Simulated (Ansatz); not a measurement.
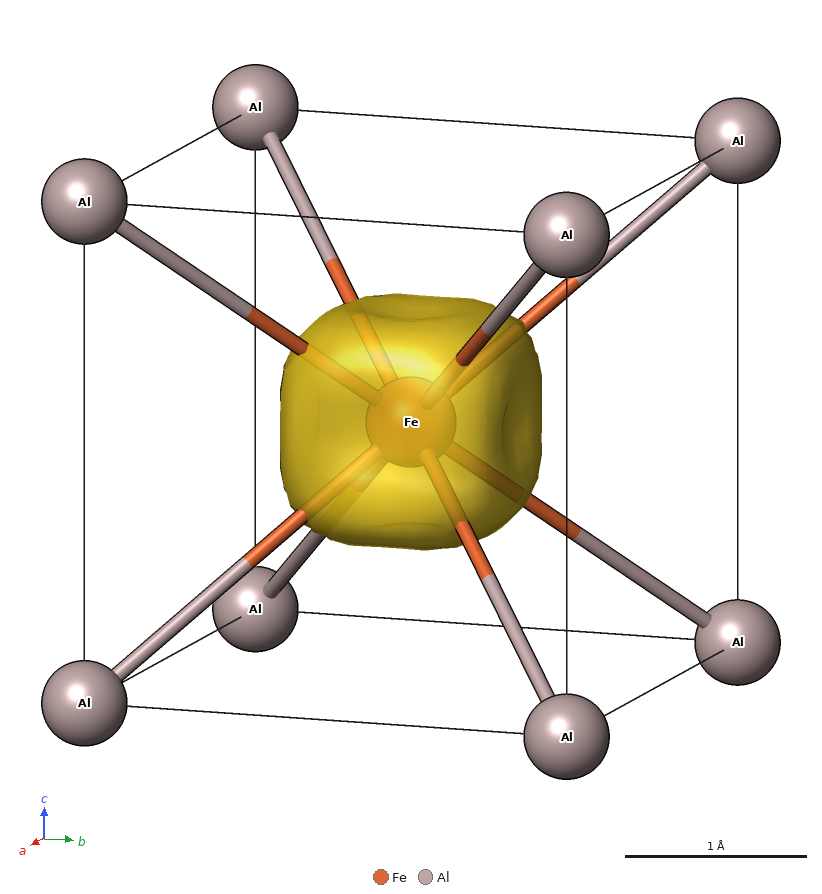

Figure 1: AlFe. Isosurface of the magnetisation density (up minus down) at +0.08 e/Å³ (yellow), seen slightly off an axis. Sticks mark near contacts.

Space group Pm-3m; spin-polarised.

Computed with Ansatz, Kohn-Sham DFT of a periodic cell, revPBE with D4, Ansatz PAW.

### Which atoms carry the moments, and with what signs?

The spin density sits on Fe: +0.6 μB in one cell of 2 atoms: parallel main moments, as they must be, since the calculation's own cell holds one magnetic site. The cell of the calculation (2 atoms) carries 0.6 μB of net spin moment.
